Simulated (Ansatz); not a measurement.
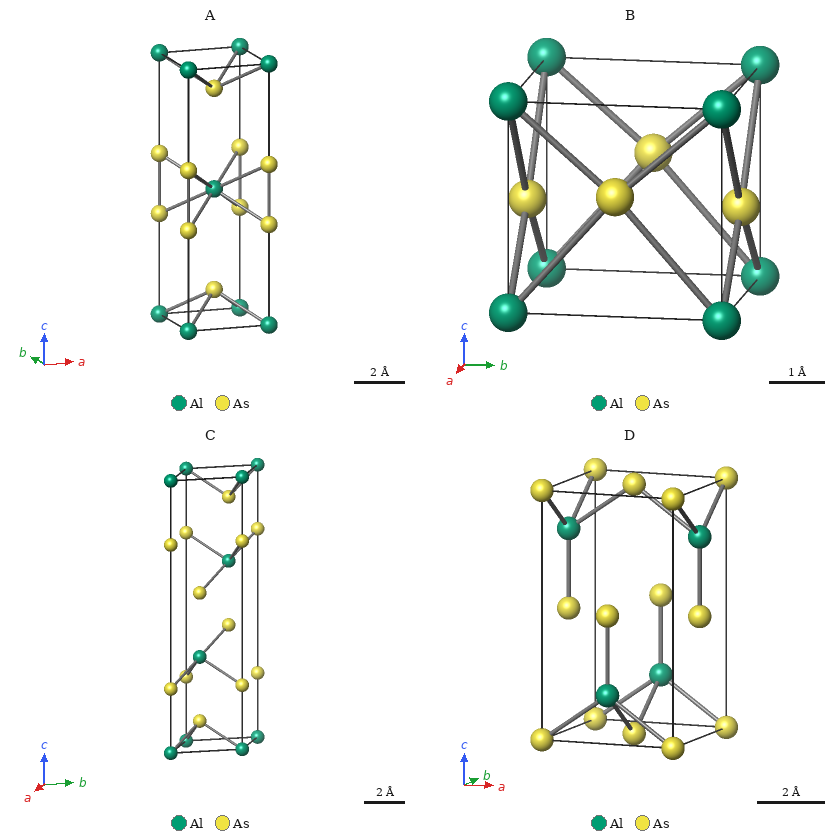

Four structures of AlAs₂, each relaxed to rest (conventional cells in solid outline, small ones repeated, each panel with its own scale). Method: DFT PBE, scalar-relativistic, plane waves, PAW in Ansatz 0.2.0, without spin polarisation.

Question: Name the structure in each panel.

Answer: A: 6 atoms a cell on a body-centred tetragonal lattice, I4/mmm; B: 3 atoms a cell on a primitive tetragonal lattice, P-4m2; C: 9 atoms a cell on a rhombohedral (trigonal R) lattice, R-3m; D: 6 atoms a cell on a primitive tetragonal lattice, P4/nmm.

Question: Which of these is lowest in energy, and how far above it do the others lie?

Answer: D, then A (+29 meV/atom), C (+57 meV/atom) and B (+65 meV/atom), energies at zero smearing.

Question: Collect the results in a table.

Answer:
| panel | structure | E − E(lowest) (meV/atom) | volume (Å³/atom) | gap (eV) |
| --- | --- | --- | --- | --- |
| D | P4/nmm | 0 | 22.7 | metal |
| A | I4/mmm | 29 | 21.4 | metal |
| C | R-3m | 57 | 20.3 | metal |
| B | P-4m2 | 65 | 20.9 | metal |

Some of these may be structure types tried for this composition rather than known phases, and the most stable form need not be among them. Gaps are taken on the k-mesh or band path of each run.
